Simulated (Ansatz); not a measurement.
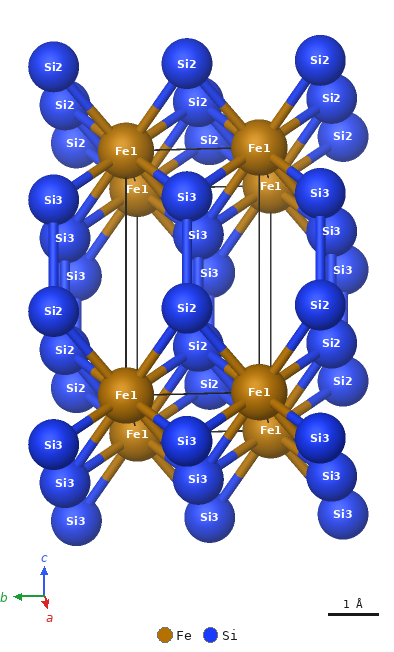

Reference structure: a crystal of FeSi2 (set up in P4/mmm). A ball-and-stick model of the cell of the calculation, seen from a free direction.

Method: DFT PBEsol, scalar-relativistic, plane waves, PAW in Ansatz 0.2.0. Set-up: plane-wave cutoff 420 eV; k-point mesh 16 × 16 × 8; occupations gaussian; smearing width 0.1 eV; no spin polarisation.

Now this is done to it. The volume is changed by +6.0 %. The cell's shape and the atoms are relaxed at that volume.

Input
```yaml
crystal:
  lattice:
    - [2.7325599352, 0.0, 0.0]
    - [0.0, 2.7325599352, 0.0]
    - [0.0, 0.0, 5.1920839644]
  atoms:
    - { symbol: Fe, position: [0.0, 0.0, 0.0] }
    - { symbol: Si, position: [0.5, 0.5, 0.2709852087] }
    - { symbol: Si, position: [0.5, 0.5, 0.7290147913] }
basis:
  ecutwfc: 420
kpoints:
  mp_grid: { grid: [16, 16, 8] }
hamiltonian:
  xc: pbesol
scf:
  occupations: { method: gaussian, width: 0.1 }
output:
  forces: true
  stress: true
  eigenvalues: true
relax:
  adjacent_minimum: "off"
  f_tol: 0.01
  max_steps: 30
  cell: { stress_tol: 0.1, fix: [volume] }
```

Command:
```bash
ansatz run input.yaml --threads 1 --pin off --max-ram 2560MiB --backend cpu --events-out ev --progress --plain --runs-dir out
```

**What is the effect?**

The drawn cell changes as follows: a = b 2.676 → 2.736 Å (+2.2 %), c 5.106 → 5.178 Å (+1.4 %); the volume changes by +6.0 %. The largest moves relative to the cell, 0.010 Å, are those of Si2 and Si3. Si3 goes along +c. Fe stays in place. Among the bonded contacts that change: Si–Si 2.329 → 2.382 Å, Fe–Si 2.347 → 2.387 Å. The space group stays P4/mmm (No. 123). Energy change: +24.2 meV per atom. The pressure goes from 0.0 to −10.0 GPa.

The changed structure in the same view:

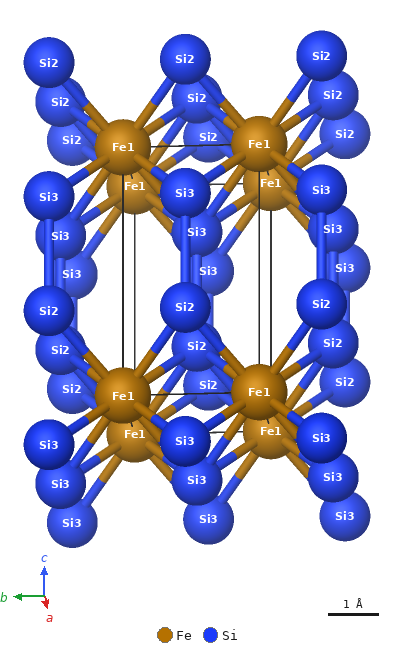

Limits of the set-up: an element that often carries a moment was run without spin polarisation.
